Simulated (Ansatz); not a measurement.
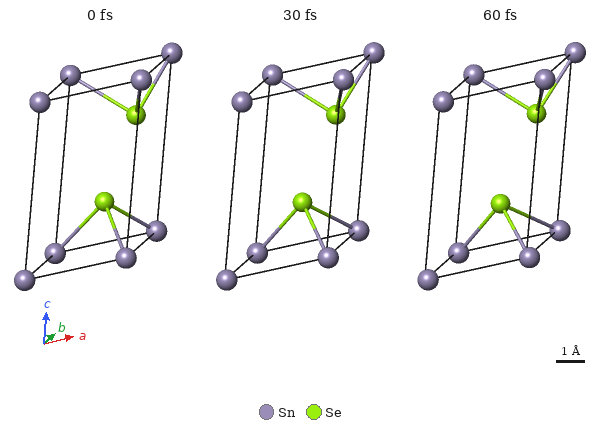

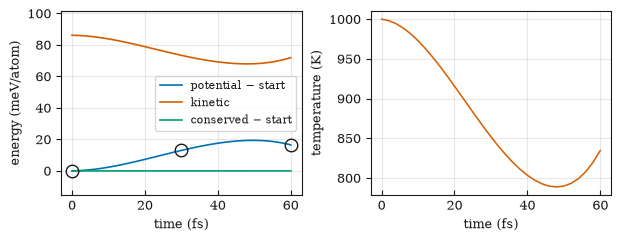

Molecular dynamics of a 3-atom cell of SnSe2 (built on the 3R (MoS2) bulk type), 60 fs long. Frames and the history of the run. Style: ball-and-stick. Shown: the reduced simulation cell, slightly off an axis. Bonds to atoms that aren't drawn are left out. Lengths and directions refer to the drawn axes.

Level of theory: DFT, r2SCAN, plane waves, PAW in Ansatz. Run with plane-wave cutoff 500 eV; k-point mesh 4 × 4 × 4; Fermi-Dirac smearing 0.086 eV; Nosé-Hoover thermostat (NVT); set temperature 1000 K; time step 2 fs.

Input file:
```yaml
crystal:
  lattice:
    - [1.8950116506, 1.0940854866, 6.0269119705]
    - [-1.8950116506, 1.0940854866, 6.0269119705]
    - [0.0, -2.1881709732, 6.0269119705]
  atoms:
    - { symbol: Sn, position: [-0.0002292479, -0.0002292479, -0.0002292479] }
    - { symbol: Se, position: [0.427874702, 0.427874702, 0.427874702] }
    - { symbol: Se, position: [0.2390212128, 0.2390212128, 0.2390212128] }
kpoints:
  mp_grid: { grid: [4, 4, 4] }
hamiltonian:
  xc: r2scan
scf:
  occupations: { method: fermi_dirac, width: 0.086 }
md:
  ensemble: nvt_nose_hoover
  temperature: 1000
  timestep: 2.0
  n_steps: 30
  initial_velocities: maxwell_boltzmann
  seed: 9834
```

Launched with:
```bash
ansatz run input.yaml --threads 4 --pin off --max-ram 3686MiB --backend cpu --events-out ev --progress --plain --runs-dir out
```

### What happens in this trajectory?

Over the second half the temperature averages 811 K (spread ±19 K). The potential energy in the second half lies on average 17.4 meV per atom above the first frame. In the second half of the run the atoms are, in the root-mean-square, this far from where they began (common drift taken out): Se 0.22 Å, Sn 0.12 Å. The run lasts only 60 fs, too short to tell vibration from diffusion. The conserved quantity stays between 0 and 0.032 meV per atom of its start. A straight-line fit has a slope that amounts to +0.031 meV per atom over 60 fs (under 0.1 % of the mean kinetic energy), and the ripple about it is under 0.1 % of the kinetic energy's fluctuation. With a drift under 2 % and a ripple under 7 %, the integration is accurate.

The run took 2.3 min on 4 threads of Arm Neoverse N1, on a shared host, peak memory 0.6 GiB.
